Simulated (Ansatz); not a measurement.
# Geometry relaxation, with input and output: Ti (part 2 of 2)

The same run, continued: Ti (P6₃/mmc, 2 atoms in the cell); DFT PBE, scalar-relativistic, plane waves, PAW, no spin polarisation (Ansatz 0.2.0); cutoff 420 eV, 18×18×10 k-mesh, Gaussian smearing of 0.1 eV. The structure derives from a Materials Project entry.

Geometry of the input (Å; fractional positions):
```
2.9357  0.0000  0.0000
-1.4679  2.5424  0.0000
0.0000  0.0000  4.6409
Ti 0.3333  0.6667  0.2500
Ti 0.6667  0.3333  0.7500
```

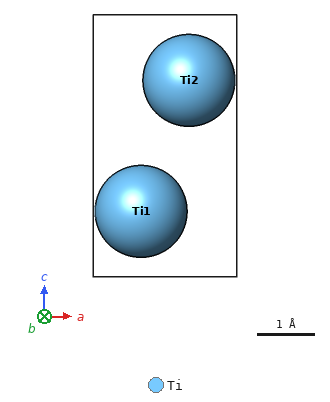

The geometry at step 2 of the log (spheres-only view of the cell of the calculation, along the b axis; atoms are numbered from 1 in the order of the input).

What the program printed, continued
```
SCF iter   1: F=—  HF=-4999.338982 eV  |F-HF|=—  |Δ(HF+E_count)|=         —  Δρ=1.91e-4  dr2=1.33e-5  ethr=3.40e-8  ⟨swp⟩=2.0  Hψ=23311  notcnv=0
preconditioner: auto → none  [metal: Δε(μ)=0.028 eV  Ē_g=2.824 eV  σ=0.100 eV  W_gap=0.16  n_scr=8 (ndim 8)  ℏωp=17.8 eV  f_vac=0.000  D(μ)=1.87/eV (n_scr^D=22)]
SCF iter   2: F=—  HF=-4999.338987 eV  |F-HF|=—  |Δ(HF+E_count)|=   5.40e-6  Δρ=6.64e-5  dr2=6.93e-7  ethr=3.40e-8  ⟨swp⟩=2.9  Hψ=6420  notcnv=0
SCF iter   3: F=—  HF=-4999.338987 eV  |F-HF|=—  |Δ(HF+E_count)|=   3.00e-7  Δρ=2.35e-5  dr2=8.88e-8  ethr=2.89e-9  ⟨swp⟩=2.2  Hψ=4257  notcnv=0
SCF iter   4: F=—  HF=-4999.338987 eV  |F-HF|=—  |Δ(HF+E_count)|=   1.22e-7  Δρ=2.18e-6  dr2=1.31e-9  ethr=3.70e-10  ⟨swp⟩=2.0  Hψ=4340  notcnv=0
iter 5 did not close the SCF: its close was put off for the readings that it lacked (scf_convergence_deferred on its scf_iter line)
SCF iter   5: F=-4999.338987 eV  HF=-4999.338987 eV  |F-HF|=1.36e-11  |Δ(HF+E_count)|=  6.37e-11  Δρ=3.14e-7  dr2=1.93e-11  ethr=5.44e-12  ⟨swp⟩=2.1  Hψ=4639  notcnv=0
SCF iter   6: F=-4999.338987 eV  HF=-4999.338987 eV  |F-HF|=0.00e0  |Δ(HF+E_count)|=  7.28e-12  Δρ=3.84e-8  dr2=1.31e-13  ethr=1.00e-12  ⟨swp⟩=3.1  Hψ=13472  notcnv=0
SCF 3 converged in 6 iterations: F = -4999.338987 eV  dr2 = 1.31e-13
relax step   3: F+E_penalty+E_count = -4999.33898672 eV  Δ(F+E_penalty+E_count) = -1.955e-4 eV  max|allowed force component| = 1.573e-16 eV/Å  Δτ_max = 0.0000 Å  P = +0.045 GPa  Ω = 34.767 Å³  energy of the carried Pulay correction = -1.163e-5 eV  (6 SCF iters, accepted)
Crystal: 2 atoms, lattice volume = 34.781 Å³
iter 1 solved again at ethr=2.98e-10 eV; its pass at ethr=3.10e-3 eV (dr2=7.15e-8 eV) is discarded
SCF iter   1: F=—  HF=-4999.338982 eV  |F-HF|=—  |Δ(HF+E_count)|=         —  Δρ=1.80e-5  dr2=1.06e-7  ethr=2.98e-10  ⟨swp⟩=2.1  Hψ=23158  notcnv=0
preconditioner: auto → none  [metal: Δε(μ)=0.027 eV  Ē_g=2.822 eV  σ=0.100 eV  W_gap=0.15  n_scr=8 (ndim 8)  ℏωp=17.8 eV  f_vac=0.000  D(μ)=1.88/eV (n_scr^D=22)]
iter 2 did not close the SCF: its close was put off for the readings that it lacked (scf_convergence_deferred on its scf_iter line)
SCF iter   2: F=-4999.338988 eV  HF=-4999.338988 eV  |F-HF|=3.60e-9  |Δ(HF+E_count)|=   5.92e-6  Δρ=6.43e-6  dr2=6.08e-9  ethr=2.98e-10  ⟨swp⟩=2.9  Hψ=6405  notcnv=0
iter 3 did not close the SCF: its close was put off for the readings that it lacked (scf_convergence_deferred on its scf_iter line)
SCF iter   3: F=-4999.338988 eV  HF=-4999.338988 eV  |F-HF|=7.73e-10  |Δ(HF+E_count)|=   3.30e-9  Δρ=2.24e-6  dr2=7.15e-10  ethr=2.53e-11  ⟨swp⟩=2.0  Hψ=4460  notcnv=0
iter 4 did not close the SCF: its close was put off for the readings that it lacked (scf_convergence_deferred on its scf_iter line)
SCF iter   4: F=-4999.338988 eV  HF=-4999.338988 eV  |F-HF|=3.64e-12  |Δ(HF+E_count)|=  8.71e-10  Δρ=1.96e-7  dr2=9.07e-12  ethr=2.98e-12  ⟨swp⟩=2.0  Hψ=4352  notcnv=0
iter 5 did not close the SCF: its close was put off for the readings that it lacked (scf_convergence_deferred on its scf_iter line)
SCF iter   5: F=-4999.338988 eV  HF=-4999.338988 eV  |F-HF|=1.82e-12  |Δ(HF+E_count)|=  5.46e-12  Δρ=2.09e-8  dr2=1.19e-13  ethr=1.00e-12  ⟨swp⟩=1.0  Hψ=3552  notcnv=0
SCF iter   6: F=-4999.338988 eV  HF=-4999.338988 eV  |F-HF|=9.09e-13  |Δ(HF+E_count)|=    0.00e0  Δρ=4.78e-9  dr2=2.53e-15  ethr=1.00e-12  ⟨swp⟩=2.7  Hψ=10930  notcnv=0
SCF 4 converged in 6 iterations: F = -4999.338988 eV  dr2 = 2.53e-15
relax step   4: F+E_penalty+E_count = -4999.33898818 eV  Δ(F+E_penalty+E_count) = -1.463e-6 eV  max|allowed force component| = 3.886e-16 eV/Å  Δτ_max = 0.0000 Å  P = -0.001 GPa  Ω = 34.781 Å³  energy of the carried Pulay correction = -1.291e-5 eV  (6 SCF iters, accepted)
Initial wavefunctions: pseudopotential atomic-orbital guess (no wavefunctions were taken with the density)
iter 1 solved again at ethr=5.39e-10 eV; its pass at ethr=3.10e-3 eV (dr2=1.29e-7 eV) is discarded
SCF iter   1: F=—  HF=-4999.338994 eV  |F-HF|=—  |Δ(HF+E_count)|=         —  Δρ=4.70e-6  dr2=8.50e-10  ethr=5.39e-10  ⟨swp⟩=3.1  Hψ=24951  notcnv=0
SCF iter   2: F=—  HF=-4999.339000 eV  |F-HF|=—  |Δ(HF+E_count)|=   5.95e-6  Δρ=2.31e-6  dr2=1.88e-10  ethr=3.54e-12  ⟨swp⟩=2.0  Hψ=6301  notcnv=0
iter 3 did not close the SCF: its close was put off for the readings that it lacked (scf_convergence_deferred on its scf_iter line)
SCF iter   3: F=-4999.339000 eV  HF=-4999.339000 eV  |F-HF|=2.02e-10  |Δ(HF+E_count)|=   1.64e-9  Δρ=7.58e-7  dr2=2.00e-11  ethr=1.00e-12  ⟨swp⟩=2.9  Hψ=6340  notcnv=0
iter 4 did not close the SCF: its close was put off for the readings that it lacked (scf_convergence_deferred on its scf_iter line)
SCF iter   4: F=-4999.339000 eV  HF=-4999.339000 eV  |F-HF|=5.46e-12  |Δ(HF+E_count)|=  1.98e-10  Δρ=1.39e-7  dr2=1.51e-12  ethr=1.00e-12  ⟨swp⟩=1.0  Hψ=3552  notcnv=0
iter 5 did not close the SCF: its close was put off for the readings that it lacked (scf_convergence_deferred on its scf_iter line)
SCF iter   5: F=-4999.339000 eV  HF=-4999.339000 eV  |F-HF|=1.82e-12  |Δ(HF+E_count)|=  3.64e-12  Δρ=2.42e-8  dr2=6.17e-14  ethr=1.00e-12  ⟨swp⟩=1.0  Hψ=3552  notcnv=0
iter 6 did not close the SCF: its close was put off for the readings that it lacked (scf_convergence_deferred on its scf_iter line)
SCF iter   6: F=-4999.339000 eV  HF=-4999.339000 eV  |F-HF|=2.73e-12  |Δ(HF+E_count)|=  9.09e-13  Δρ=5.87e-9  dr2=9.05e-15  ethr=1.00e-12  ⟨swp⟩=1.0  Hψ=3552  notcnv=0
SCF iter   7: F=-4999.339000 eV  HF=-4999.339000 eV  |F-HF|=9.09e-13  |Δ(HF+E_count)|=    0.00e0  Δρ=1.00e-9  dr2=1.19e-16  ethr=1.00e-12  ⟨swp⟩=2.0  Hψ=10639  notcnv=0
SCF 5 converged in 7 iterations: F = -4999.339000 eV  dr2 = 1.19e-16
relax step   5: F+E_penalty+E_count = -4999.33900032 eV  Δ(F+E_penalty+E_count) = -1.214e-5 eV  max|allowed force component| = 3.608e-16 eV/Å  Δτ_max = 0.0000 Å  P = -0.001 GPa  Ω = 34.781 Å³  stress off target by 6.53e-3 GPa  SCF on the basis re-selected at this cell (its energy is not comparable with the rows above)  (7 SCF iters)
basis re-selected at this cell: Δ(F+E_penalty+E_count) = -1.214e-5 eV, ΔP = -0.001 GPa vs the last step (what re-selecting the basis moved, of the pressure what is left beyond the Pulay correction that the steps carried, after the strain that the cell walked since its last selection, with what the two solves' SCF thresholds leave and, on support functions, any second-order correction that the steps lacked; it is no measure of the basis error at this ecutwfc). This SCF's stress stands 6.53e-3 GPa from its target on what of the cell is left free (relax.cell.stress_tol is 5.00e-2 GPa) and its largest allowed force component is 3.61e-16 eV/Å (relax.f_tol is 5.00e-3 eV/Å): within both
SCF converged after 7 iterations
Free energy (F): -4999.339000 eV
Harris-Foulkes:  -4999.339000 eV  (|F-HF|=9.09e-13)
Internal energy: -4999.329624 eV  (E = F + TS)
E sigma→0 (E₀):  -4999.334312 eV
Entropy (-TS):   -0.009376 eV (-4.688 meV/atom)
Fermi energy:    13.372789 eV
--- Per-component energies (eV) ---
  E_band       = -315.441348
  E_kinetic    = 544.648268
  E_local      = -1627.011796  (includes V_loc(G=0)·N_el)
  E_nonlocal   = 16.051703
  E_hartree    = 668.191706
  E_xc         = -194.924279
  E_vxc        = -243.858612  (∫ρ·V_xc dr)
  E_paw        = -2095.097663  (= ΣΔE_a)
  E_vpaw       = -341.654556  (= ΣTr[D̂ρ^β])
  E_aug_tail   = 0.000231  (compensation charges beyond the density's cutoff)
  E_ewald      = -2311.187795
  E_smearing   = -0.009376  (= −TS)
  E_closure    = 0.000000  (closes the sum)
  Σ components = -4999.339000   (vs F -4999.339000, Δ=0.00e0)
--- Forces (eV/Å), atoms counted from 1 ---
  atom   1  Ti     0.00000000     0.00000000     0.00000000
  atom   2  Ti     0.00000000    -0.00000000     0.00000000
  max |Σ_I F_I| component: 1.85e-16 eV/Å
--- Stress (GPa, compression-positive) ---
       -0.005302       0.000000       0.000000
        0.000000      -0.005302       0.000000
        0.000000       0.000000       0.006528
  P = ⅓ Tr σ = -0.0014 GPa (-0.014 kbar)
--- Band table (eV; the first three rows and the last of 222) ---
  k-point 0: bands = ["-43.4558", "-43.3177", "-20.0616", "-19.4189", "-19.4189", "-19.3509", "-19.3174", "-19.3174", "7.1790", "10.6816", "14.1307", "14.1370", "14.1370", "14.2590", "14.6381", "14.6381"]
  k-point 1: bands = ["-43.4525", "-43.3211", "-20.0449", "-19.4165", "-19.4165", "-19.3691", "-19.3199", "-19.3199", "7.2637", "10.6399", "13.9829", "14.0936", "14.0936", "14.2117", "14.5909", "14.5909"]
  k-point 2: bands = ["-43.4428", "-43.3311", "-19.9962", "-19.4215", "-19.4093", "-19.4093", "-19.3271", "-19.3271", "7.5130", "10.4839", "13.6642", "14.0160", "14.0160", "14.0773", "14.4681", "14.4681"]
  k-point 221: bands = ["-43.3065", "-43.3065", "-19.8739", "-19.8739", "-19.6876", "-19.6876", "-19.4452", "-19.4452", "12.1173", "12.1173", "12.2890", "12.2890", "13.1394", "13.1394", "15.0427", "15.0427"]
--- Relaxed structure (4 steps of the walk, 3 accepted, 1 SCFs on fresh bases) ---
  F+E_penalty+E_count = -4999.33900032 eV   max|allowed force component| = 3.608e-16 eV/Å   (the final SCF, on the basis selected at the relaxed cell)
  cell:  # Å, volume = 34.7807 Å³
    - [2.939051275783069, 0.0, 0.0]
    - [-1.4695256378915345, 2.5452930678532018, 0.0]
    - [0.0, 0.0, 4.649357882917965]
  atoms:
    - { symbol: Ti, position: [0.33333333333333337, 0.6666666666666667, 0.24999999999999994] }
    - { symbol: Ti, position: [0.6666666666666666, 0.33333333333333337, 0.7499999999999999] }
```

Trajectory as extended XYZ (Å, eV, eV/Å), 5 frames, from step=1 to step=5
```
2
Lattice="2.9357 0.0000 0.0000 -1.4679 2.5424 0.0000 0.0000 0.0000 4.6409" Properties=species:S:1:pos:R:3:forces:R:3 step=1 energy=-4999.33879 pressure_GPa=0.46
Ti    0.0000    1.6949    1.1602    0.0000   0.0000   0.0000
Ti    1.4679    0.8475    3.4806    0.0000   0.0000   0.0000
2
Lattice="2.9439 0.0000 0.0000 -1.4719 2.5495 0.0000 0.0000 0.0000 4.6556" Properties=species:S:1:pos:R:3:forces:R:3 step=2 energy=-4999.33871 pressure_GPa=-0.51 accepted=F
Ti    0.0000    1.6996    1.1639    0.0000   0.0000   0.0000
Ti    1.4719    0.8498    3.4917    0.0000   0.0000   0.0000
2
Lattice="2.9389 0.0000 0.0000 -1.4694 2.5451 0.0000 0.0000 0.0000 4.6480" Properties=species:S:1:pos:R:3:forces:R:3 step=3 energy=-4999.33899 pressure_GPa=0.04
Ti    0.0000    1.6968    1.1620    0.0000   0.0000   0.0000
Ti    1.4694    0.8484    3.4860    0.0000   0.0000   0.0000
2
Lattice="2.9391 0.0000 0.0000 -1.4695 2.5453 0.0000 0.0000 0.0000 4.6494" Properties=species:S:1:pos:R:3:forces:R:3 step=4 energy=-4999.33899 pressure_GPa=-0.00
Ti    0.0000    1.6969    1.1623    0.0000   0.0000   0.0000
Ti    1.4695    0.8484    3.4870    0.0000   0.0000   0.0000
2
Lattice="2.9391 0.0000 0.0000 -1.4695 2.5453 0.0000 0.0000 0.0000 4.6494" Properties=species:S:1:pos:R:3:forces:R:3 step=5 energy=-4999.33900 pressure_GPa=-0.00
Ti    0.0000    1.6969    1.1623    0.0000   0.0000   0.0000
Ti    1.4695    0.8484    3.4870    0.0000   0.0000   0.0000
```

Results in brief

| quantity | value |
| --- | --- |
| outcome | converged |
| space group (tolerance 0.01 Å) | P6₃/mmc (194) |
| electrons treated | 24 |
| free energy | −4999.3390 eV |
| Fermi energy | 13.373 eV |
| gap on the k-point mesh | none (metallic) |
| pressure | 0.00 GPa |
| final volume | 34.78 Å³ |
| largest force (length of the vector) at the end | under 0.001 eV/Å |
| final cell | a = 2.939 Å, b = 2.939 Å, c = 4.649 Å, α = 90.00°, β = 90.00°, γ = 120.00° |
| hardware | 8 threads of Intel Xeon @ 2.50GHz (Skylake/Cascade Lake), 128 GiB of memory available, shared host |
| wall time | 5.5 s (CPU time 36 s) |
| peak memory | 0.53 GiB |
